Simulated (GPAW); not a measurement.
# Does WSe227 Mn1 carry moments in GPAW?

Wanted: the moments of WSe227 Mn1 and the energy gained by spin polarisation.

Main program and level: GPAW 26.7.0; PBE; plane waves with GPAW's PAW setups, scalar-relativistic.

## 1. The starting structure

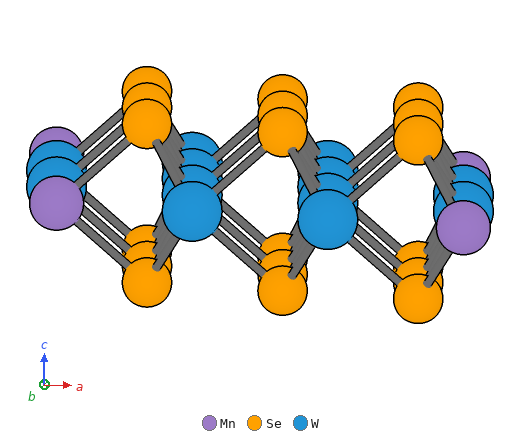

The cell as given, nearly edge on (manganese light purple, selenium orange, tungsten blue). Bonds to atoms that aren't drawn are left out. Some periodic images of atoms are drawn too.

The cell holds 27 atoms: 1 Mn, 18 Se and 8 W. Cell: a = 9.846 Å, b = 9.846 Å, c = 16.340 Å, α = 90.0°, β = 90.0°, γ = 120.0°. substitutional dopants on the host's lattice, its constants typed without a cited source, atoms not relaxed. Vacuum lies along c.

## 2. Order 1, typed as ferro +

Parallel moments need no larger cell; this start tests for a ferromagnetic state only.

order1.py

```python
import json
import numpy as np
from ase import Atoms
from ase.parallel import paropen, parprint
from gpaw import GPAW

atoms = Atoms(['Mn', 'Se', 'Se', 'W', 'Se', 'Se', 'W', 'Se', 'Se', 'W', 'Se', 'Se', 'W', 'Se', 'Se', 'W', 'Se', 'Se', 'W', 'Se', 'Se', 'W', 'Se', 'Se', 'W', 'Se', 'Se'],
    cell=[[9.846, 0.0, 0.0],
         [-4.923, 8.526886, 0.0],
         [0.0, -0.0, 16.34]],
    scaled_positions=[[0.0, 0.0, 0.5],
         [0.222222, 0.111111, 0.602203],
         [0.222222, 0.111111, 0.397797],
         [0.0, 0.333333, 0.5],
         [0.222222, 0.444444, 0.602203],
         [0.222222, 0.444444, 0.397797],
         [0.0, 0.666667, 0.5],
         [0.222222, 0.777778, 0.602203],
         [0.222222, 0.777778, 0.397797],
         [0.333333, 0.0, 0.5],
         [0.555556, 0.111111, 0.602203],
         [0.555556, 0.111111, 0.397797],
         [0.333333, 0.333333, 0.5],
         [0.555556, 0.444444, 0.602203],
         [0.555556, 0.444444, 0.397797],
         [0.333333, 0.666667, 0.5],
         [0.555556, 0.777778, 0.602203],
         [0.555556, 0.777778, 0.397797],
         [0.666667, 0.0, 0.5],
         [0.888889, 0.111111, 0.602203],
         [0.888889, 0.111111, 0.397797],
         [0.666667, 0.333333, 0.5],
         [0.888889, 0.444444, 0.602203],
         [0.888889, 0.444444, 0.397797],
         [0.666667, 0.666667, 0.5],
         [0.888889, 0.777778, 0.602203],
         [0.888889, 0.777778, 0.397797]],
    pbc=True,
    magmoms=[4.5, 0.0, 0.0, 0.0, 0.0, 0.0, 0.0, 0.0, 0.0, 0.0, 0.0, 0.0, 0.0, 0.0, 0.0, 0.0, 0.0, 0.0, 0.0, 0.0, 0.0, 0.0, 0.0, 0.0, 0.0, 0.0, 0.0])
atoms.calc = GPAW(mode={'name': 'pw', 'ecut': 450},
    xc='PBE',
    kpts={'size': (3, 3, 1), 'gamma': True},
    occupations={'name': 'fermi-dirac', 'width': 0.05},
    convergence={'density': 1e-05, 'energy': 1e-05},
    maxiter=200,
    mixer={'name': 'pulay', 'beta': 0.05, 'nmaxold': 6, 'weight': 50},
    symmetry={'tolerance': 1e-4},
    txt='order1.txt')
e = atoms.get_potential_energy(force_consistent=True)
res = {'free_energy': e, 'energy_sigma0': atoms.get_potential_energy(), 'fermi_energy': atoms.calc.get_fermi_level()}
res['moments'] = atoms.get_magnetic_moments().tolist()
res['total'] = atoms.get_magnetic_moment()
parprint('site moments (muB):', np.round(res['moments'], 3))
parprint(f"total moment: {res['total']:.3f} muB")
parprint(f'free energy: {e:.6f} eV')
atoms.calc.write('order1.gpw')
with paropen('results.json', 'w') as f:
    json.dump(res, f)
```

Launch:

```console
$ OMP_NUM_THREADS=1 mpirun -n 4 gpaw python order1.py > order1.log
```

Numbers of over 12 decimals in the logs are rounded to 6 here.

The log of the run:

```text
site moments (muB): [ 1.562e+00 -2.400e-02 -2.400e-02 -2.700e-02 -4.000e-03 -4.000e-03
 -2.700e-02 -4.000e-03 -4.000e-03 -2.700e-02 -2.000e-03 -2.000e-03
 -2.700e-02 -2.000e-03 -2.000e-03 -2.000e-03 -4.000e-03 -4.000e-03
 -2.700e-02 -2.400e-02 -2.400e-02  1.000e-03 -2.000e-03 -2.000e-03
 -2.700e-02 -2.400e-02 -2.400e-02]
total moment: 1.000 muB
free energy: -178.550899 eV

--- order1.txt ---
Input parameters:
  mode=PW(ecut=450),
  convergence={'density': 1e-05, 'energy': 1e-05},
  kpts=MonkhorstPack(size=(3, 3, 1), gamma=True),
  maxiter=200,
  mixer=Pulay(name='pulay', nmaxold=6, beta=0.05, weight=50, sigma=0.015, g_ss=None),
  occupations=Occupations(name='fermi-dirac', width=0.05),
  symmetry=Symmetry(tolerance=0.0001),
  xc=XC(name='PBE')

Diagonalizing LCAO Hamiltonian
Converting LCAO to pw mode

                Se      Se      Se

           W      Se      Se      Se

             W  Se  Se  Se  Se  Se  Se

               Mn Se   W  Se   W  Se

                    Se      Se      Se

Atoms  # Å, Bohr magnetons
|    | symbol |         x |        y |        z |    initial magnetic moments |
|----|--------|-----------|----------|----------|-----------------------------|
|  0 |     Mn |  0.000000 | 0.000000 | 8.170000 | ( 0.0000,  0.0000,  4.5000) |
|  1 |     Se |  1.640998 | 0.947431 | 9.839997 | ( 0.0000,  0.0000,  0.0000) |
|  2 |     Se |  1.640998 | 0.947431 | 6.500003 | ( 0.0000,  0.0000,  0.0000) |
|  3 |      W | -1.640998 | 2.842292 | 8.170000 | ( 0.0000,  0.0000,  0.0000) |
|  4 |     Se | -0.000000 | 3.789723 | 9.839997 | ( 0.0000,  0.0000,  0.0000) |
|  5 |     Se | -0.000000 | 3.789723 | 6.500003 | ( 0.0000,  0.0000,  0.0000) |
|  6 |      W | -3.282002 | 5.684594 | 8.170000 | ( 0.0000,  0.0000,  0.0000) |
|  7 |     Se | -1.641003 | 6.632024 | 9.839997 | ( 0.0000,  0.0000,  0.0000) |
|  8 |     Se | -1.641003 | 6.632024 | 6.500003 | ( 0.0000,  0.0000,  0.0000) |
|  9 |      W |  3.281997 | 0.000000 | 8.170000 | ( 0.0000,  0.0000,  0.0000) |
| 10 |     Se |  4.923005 | 0.947431 | 9.839997 | ( 0.0000,  0.0000,  0.0000) |
| 11 |     Se |  4.923005 | 0.947431 | 6.500003 | ( 0.0000,  0.0000,  0.0000) |
| 12 |      W |  1.640998 | 2.842292 | 8.170000 | ( 0.0000,  0.0000,  0.0000) |
| 13 |     Se |  3.282007 | 3.789723 | 9.839997 | ( 0.0000,  0.0000,  0.0000) |
| 14 |     Se |  3.282007 | 3.789723 | 6.500003 | ( 0.0000,  0.0000,  0.0000) |
| 15 |      W | -0.000005 | 5.684594 | 8.170000 | ( 0.0000,  0.0000,  0.0000) |
| 16 |     Se |  1.641003 | 6.632024 | 9.839997 | ( 0.0000,  0.0000,  0.0000) |
| 17 |     Se |  1.641003 | 6.632024 | 6.500003 | ( 0.0000,  0.0000,  0.0000) |
| 18 |      W |  6.564003 | 0.000000 | 8.170000 | ( 0.0000,  0.0000,  0.0000) |
| 19 |     Se |  8.205002 | 0.947431 | 9.839997 | ( 0.0000,  0.0000,  0.0000) |
| 20 |     Se |  8.205002 | 0.947431 | 6.500003 | ( 0.0000,  0.0000,  0.0000) |
| 21 |      W |  4.923005 | 2.842292 | 8.170000 | ( 0.0000,  0.0000,  0.0000) |
| 22 |     Se |  6.564003 | 3.789723 | 9.839997 | ( 0.0000,  0.0000,  0.0000) |
| 23 |     Se |  6.564003 | 3.789723 | 6.500003 | ( 0.0000,  0.0000,  0.0000) |
| 24 |      W |  3.282002 | 5.684594 | 8.170000 | ( 0.0000,  0.0000,  0.0000) |
| 25 |     Se |  4.923000 | 6.632024 | 9.839997 | ( 0.0000,  0.0000,  0.0000) |
| 26 |     Se |  4.923000 | 6.632024 | 6.500003 | ( 0.0000,  0.0000,  0.0000) |

Unit cell  # Å
| periodic |         x |         y |         z |   lengths |     angles |
|----------|-----------|-----------|-----------|-----------|------------|
|      yes |  9.846000 |  0.000000 |  0.000000 |  9.846000 |  90.000000 |
|      yes | -4.923000 |  8.526886 |  0.000000 |  9.846000 |  90.000000 |
|      yes |  0.000000 | -0.000000 | 16.340000 | 16.340000 | 120.000000 |

Number of symmetries: 12

BZ-sampling:
  Number of BZ points: 9
  Number of IBZ points: 3

  Monkhorst-Pack size: [3, 3, 1]
  Monkhorst-Pack shift: [0, 0, 0]

K-points  # in reciprocal-cell coordinates
|   |                                coordinates |     weight |
|---|--------------------------------------------|------------|
| 0 | (  0.00000000,   0.00000000,   0.00000000) | 0.11111111 |
| 1 | (  0.33333333,   0.00000000,   0.00000000) | 0.66666667 |
| 2 | (  0.33333333,   0.33333333,   0.00000000) | 0.22222222 |

Plane wave coefficients: 29763
Cutoff: 450.000000 eV

Spin-components: 2 (collinear spins)
Bands:           148
Projectors:      144
Spin-degeneracy: 1
Datatype:        complex128

Parallelization:
  kpt:    2
  domain: 2
  band:   1

Density:
  Valence electrons: 235.0
  Components: 2
  Grid points: [49 49 80]
  Charge: 0.0  # |e|

Potential:
  Grid points: [49 49 80]

species:
  Mn:
    name:    Manganese
    Z:       25.0
    valence: 15
    core:    10
    charge:  0.0  # [|e|]
    compensation charges:
      type: gauss
      rc: 0.38  # [Å]
      lmax: 2
    cutoffs:
      filter: 2.14  # [Å]
      core: 0.86  # [Å]
    projectors
    | kind |    occ | energy [eV] | rcut [Å] |
    |------|--------|-------------|----------|
    |   3s |  2.000 |     -85.859 |    1.275 |
    |   4s |  2.000 |      -5.106 |    1.275 |
    |   3p |  6.000 |     -54.597 |    1.281 |
    |   4p |  0.000 |      -1.371 |    1.281 |
    |   3d |  5.000 |      -6.771 |    1.138 |
    |    d |        |      20.441 |    1.138 |

    Using partial waves for Mn as LCAO basis

  Se:
    name:    Selenium
    Z:       34.0
    valence: 6
    core:    28
    charge:  0.0  # [|e|]
    compensation charges:
      type: gauss
      rc: 0.27  # [Å]
      lmax: 2
    cutoffs:
      filter: 1.77  # [Å]
      core: 2.67  # [Å]
    projectors
    | kind |    occ | energy [eV] | rcut [Å] |
    |------|--------|-------------|----------|
    |   4s |  2.000 |     -17.277 |    0.847 |
    |   4p |  4.000 |      -6.512 |    1.005 |
    |    s |        |       9.935 |    0.847 |
    |    p |        |      20.699 |    1.005 |
    |    d |        |       0.000 |    0.847 |

    Using partial waves for Se as LCAO basis

  W:
    name:    Tungsten
    Z:       74.0
    valence: 14
    core:    60
    charge:  0.0  # [|e|]
    compensation charges:
      type: gauss
      rc: 0.40  # [Å]
      lmax: 2
    cutoffs:
      filter: 2.36  # [Å]
      core: 3.02  # [Å]
    projectors
    | kind |    occ | energy [eV] | rcut [Å] |
    |------|--------|-------------|----------|
    |   5s |  2.000 |     -78.830 |    1.344 |
    |   6s |  2.000 |      -5.697 |    1.344 |
    |   5p |  6.000 |     -43.233 |    1.355 |
    |   6p |  0.000 |      -1.367 |    1.355 |
    |   5d |  4.000 |      -4.494 |    1.228 |
    |    d |        |      22.717 |    1.228 |

    Using partial waves for W as LCAO basis

Reference energy: -4731551.039664  # eV

eigensolver:
  PPCG
  Converge bands: occupied
  niter=2

density mixing:
  Pulay-Mixer
  Linear mixing parameters: 0.05
  Old densities: 6
  Fourier metric: weight=50, sigma=0.015

occupation numbers:
  Fermi-Dirac:
    width: 0.0500  # eV

poisson solver:
  ecut: 3600.000000  # eV

xc functional:
  name: PBE with 2 nearest neighbor stencil

convergence criteria:
- Maximum integral of absolute [dens]ity change: 1e-05 electrons / valence electron
- Maximum [total energy] change in last 3 cyles: 1e-05 eV / valence electron
- Maximum integral of absolute [eigenst]ate change: 4e-08 eV^2 / valence electron
maximum number of iterations: 200

SCF iterations
|iter     |      energy | eigst |  dens |  magmom |
|---------|-------------|-------|-------|---------|
|iter:   1|       0s | -179.760004 | +0.18 |       |  +4.5032|
|iter:   2|      10s | -179.325729 | -1.12 | -1.11 |  +4.3281|
|iter:   3|      19s | -179.002405 | -1.88 | -1.17 |  +4.1284|
|iter:   4|      29s | -178.198460 | -1.48 | -1.21 |  +3.1537|
|iter:   5|      38s | -178.203532 | -1.99 | -1.41 |  +2.5425|
|iter:   6|      46s | -178.319133 | -2.47 | -1.58 |  +1.9737|
|iter:   7|      54s | -178.418280 | -2.85 | -1.76 |  +1.2706|
|iter:   8|      62s | -178.440448 | -3.13 | -2.16 |  +1.0355|
|iter:   9|      70s | -178.441910 | -3.57 | -2.29 |  +1.0588|
|iter:  10|      79s | -178.445224 | -4.00 | -2.38 |  +1.0475|
[... 23 iterations left out ...]
|iter:  34|     261s | -178.520957c| -7.48c| -4.18 |  +0.9997|
|iter:  35|     269s | -178.520969c| -7.02 | -4.25 |  +0.9998|
|iter:  36|     276s | -178.520974c| -7.50c| -4.58 |  +0.9999|
|iter:  37|     281s | -178.520978c| -7.66c| -4.70 |  +0.9999|
|iter:  38|     285s | -178.520979c| -7.81c| -4.79 |  +0.9999|
|iter:  39|     289s | -178.520981c| -7.86c| -4.79 |  +1.0000|
|iter:  40|     294s | -178.520982c| -7.92c| -4.79 |  +0.9999|
|iter:  41|     298s | -178.520983c| -8.11c| -4.79 |  +0.9999|
|iter:  42|     302s | -178.520985c| -7.82c| -4.84 |  +0.9999|
|iter:  43|     306s | -178.520986c| -8.20c| -5.16c|  +0.9999|

Converged in 43 steps
Energy contributions relative to reference atoms: (reference = -4731551.039664)

Energy contributions:
  Kinetic:         201.171445
  Coulomb:        -204.904587
  Zero:             -0.836777
  External:          0.000000
  Xc:             -173.921154
  Entropy:          -0.059827
  Spinorbit:         0.000000
  ----------------------------
  Free energy:    -178.550899
  Extrapolated:   -178.520986

dipole moment: (-8.525484, -105.187817, 0.001214)  # |e|*Ang

Total magnetic moment: (0.000000, 0.000000, 0.999873)

Local magnetic moments
|        x |        y |         z |
|----------|----------|-----------|
| 0.000000 | 0.000000 |  1.561886 |  # Mn   0
| 0.000000 | 0.000000 | -0.024453 |  # Se   1
| 0.000000 | 0.000000 | -0.024453 |  # Se   2
| 0.000000 | 0.000000 | -0.027019 |  # W    3
| 0.000000 | 0.000000 | -0.003538 |  # Se   4
| 0.000000 | 0.000000 | -0.003538 |  # Se   5
| 0.000000 | 0.000000 | -0.027019 |  # W    6
| 0.000000 | 0.000000 | -0.003538 |  # Se   7
| 0.000000 | 0.000000 | -0.003538 |  # Se   8
| 0.000000 | 0.000000 | -0.027019 |  # W    9
| 0.000000 | 0.000000 | -0.001598 |  # Se  10
| 0.000000 | 0.000000 | -0.001598 |  # Se  11
| 0.000000 | 0.000000 | -0.027019 |  # W   12
| 0.000000 | 0.000000 | -0.001598 |  # Se  13
| 0.000000 | 0.000000 | -0.001598 |  # Se  14
| 0.000000 | 0.000000 | -0.001611 |  # W   15
| 0.000000 | 0.000000 | -0.003538 |  # Se  16
| 0.000000 | 0.000000 | -0.003538 |  # Se  17
| 0.000000 | 0.000000 | -0.027019 |  # W   18
| 0.000000 | 0.000000 | -0.024453 |  # Se  19
| 0.000000 | 0.000000 | -0.024453 |  # Se  20
| 0.000000 | 0.000000 |  0.001133 |  # W   21
| 0.000000 | 0.000000 | -0.001598 |  # Se  22
| 0.000000 | 0.000000 | -0.001598 |  # Se  23
| 0.000000 | 0.000000 | -0.027019 |  # W   24
| 0.000000 | 0.000000 | -0.024453 |  # Se  25
| 0.000000 | 0.000000 | -0.024453 |  # Se  26

Fermi level: 1.064
Eigenvalues  # (at kpt = [0.000, 0.000, 0.000])
| band index |      eig [eV] | occ [0-1] |      eig [eV] | occ [0-1] |
|------------|---------------|-----------|---------------|-----------|
|          0 |       -79.650 |     1.000 |       -77.900 |     1.000 |
|        ... |               |           |               |           |
|        110 |        -1.034 |     1.000 |        -0.879 |     1.000 |
|        111 |        -1.016 |     1.000 |        -0.769 |     1.000 |
|        112 |        -1.016 |     1.000 |        -0.715 |     1.000 |
|        113 |        -0.920 |     1.000 |        -0.715 |     1.000 |
|        114 |        -0.359 |     1.000 |        -0.109 |     1.000 |
|        115 |        -0.020 |     1.000 |         0.263 |     1.000 |
|        116 |        -0.020 |     1.000 |         0.263 |     1.000 |
|        117 |         0.806 |     0.994 |         1.458 |     0.000 |
|        118 |         1.324 |     0.006 |         1.863 |     0.000 |
|        119 |         1.324 |     0.005 |         1.873 |     0.000 |
|        120 |         1.594 |     0.000 |         1.873 |     0.000 |
|        121 |         1.594 |     0.000 |         2.110 |     0.000 |
|        122 |         1.898 |     0.000 |         2.178 |     0.000 |
|        123 |         2.078 |     0.000 |         2.178 |     0.000 |
|        124 |         2.360 |     0.000 |         2.361 |     0.000 |
|        ... |               |           |               |           |
|        147 |         4.488 |     0.000 |         4.479 |     0.000 |

Gap: 0.084 eV
Transition (v -> c):
  (s=0, k=2, n=117, [0.33, 0.33, 0.00]) -> (s=0, k=2, n=118, [0.33, 0.33, 0.00])
No difference between direct/indirect transitions
```

It took 5.5 min on 4 MPI ranks of AMD EPYC 9B45 (Zen 5), shared host; peak memory 2.5 GiB.

Spin moment in the augmentation sphere by element, in μB:

| element | atoms | mean | spread (r.m.s.) | least | largest |
| --- | --- | --- | --- | --- | --- |
| Mn | 1 | 1.56 | 0.00 | 1.56 | 1.56 |
| Se | 18 | -0.01 | 0.01 | -0.02 | 0.00 |
| W | 8 | -0.02 | 0.01 | -0.03 | 0.00 |

The atoms farthest from the mean of their element:

| atom | x, y, z (Å) | spin moment in the augmentation sphere (μB) |
| --- | --- | --- |
| W22 | 4.92, 2.84, 8.17 | 0.00 |
| W16 | 0.00, 5.68, 8.17 | 0.00 |
| Se3 | 1.64, 0.95, 6.50 | -0.02 |
| Se2 | 1.64, 0.95, 9.84 | -0.02 |
| Se26 | 4.92, 6.63, 9.84 | -0.02 |
| Se21 | 8.21, 0.95, 6.50 | -0.02 |
| Se20 | 8.21, 0.95, 9.84 | -0.02 |
| Se27 | 4.92, 6.63, 6.50 | -0.02 |

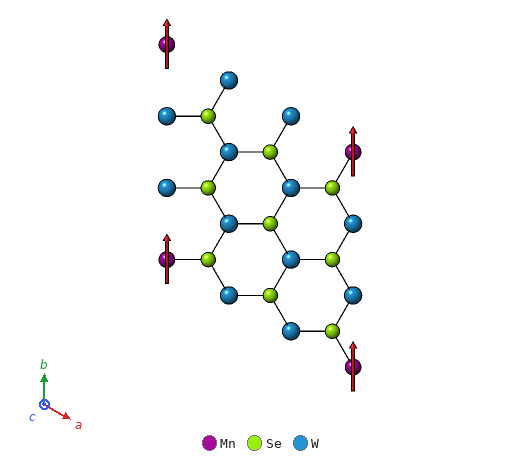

Spin moment in the augmentation sphere as arrows, the longest 1.56 μB. Up and down stand for the sign. Arrows give size and sign along the axis of quantisation, drawn up and down the page. Bonds to atoms that aren't drawn are left out. Some periodic images of atoms are drawn too.

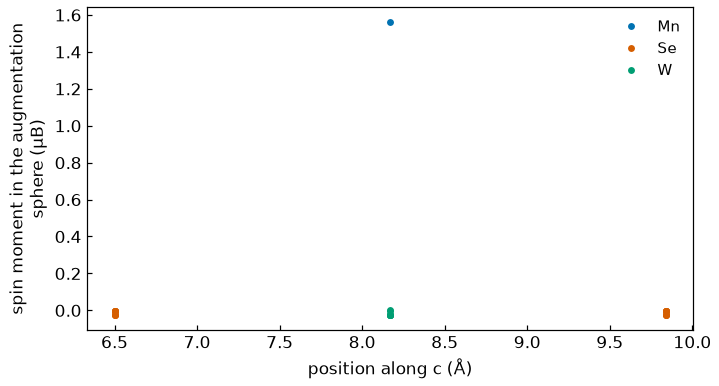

Spin moment in the augmentation sphere along the cell.

Numbers from this step:

| Property | Result |
| --- | --- |
| magnetization | 0.9999 μB |
| final state | ferromagnetic |

After 43 cycles the largest moment stands at 1.56 μB.

(Continued in part 2 of 2.)

[Logs and program files are shortened in this print: banners, set-up blocks, solver, clock and traceback lines can be left out without a mark of their own.]

[Logs are printed without paths, hosts, clocks, repeated set-up lines and the standing remarks that a program may print on its own settings, such as how far it seeks lower states.]

[Hosts, paths, dates, database ids (printed as entryN), source tags and the programs' standing remarks are cut or masked in the printed files.]

[Where a cell is said to come from a database of computed structures, the database is the Materials Project.]
